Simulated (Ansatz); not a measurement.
Na₂S (space group Fm-3m, No. 225). Coordinates: the input geometry of an electronic-structure calculation (not necessarily at equilibrium); the starting structure was generated, so it need not be a known form of this composition.

```
CELL_PARAMETERS angstrom
6.51086 0.00000 0.00000
0.00000 6.51086 0.00000
0.00000 0.00000 6.51086
ATOMIC_POSITIONS crystal
S 0.00000 0.00000 0.00000
Na 0.25000 0.75000 0.75000
Na 0.25000 0.25000 0.75000
S 0.00000 0.50000 0.50000
Na 0.25000 0.25000 0.25000
Na 0.25000 0.75000 0.25000
S 0.50000 0.00000 0.50000
Na 0.75000 0.75000 0.25000
Na 0.75000 0.25000 0.25000
S 0.50000 0.50000 0.00000
Na 0.75000 0.25000 0.75000
Na 0.75000 0.75000 0.75000
```

Bonds are taken as Na–S below 3.2 Å. The graph is simplified in the usual way: terminal and isolated atoms are pruned, two-connected atoms become edges.

Derive the underlying net.

The result is a binodal (4,8)-connected, three-periodic net: Na is a 4-connected node; S is an 8-connected node, in the ratio 2:1. It is the flu net, known from fluorite. It is a single net, without interpenetration.

```json
{"node": "Na", "links": "4", "point symbol": "4⁶", "coordination sequence": "4 22 24 82 64 182 124 322"}
{"node": "S", "links": "8", "point symbol": "4¹²·6¹²·8⁴", "coordination sequence": "8 12 48 42 128 92 248 162"}
```

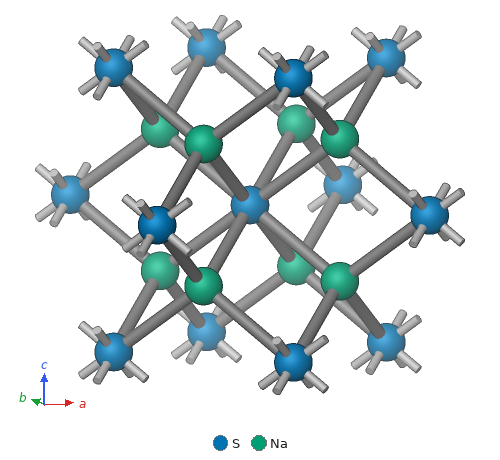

Nodes are coloured by topological kind. Short stubs are edges that leave the cut-out.
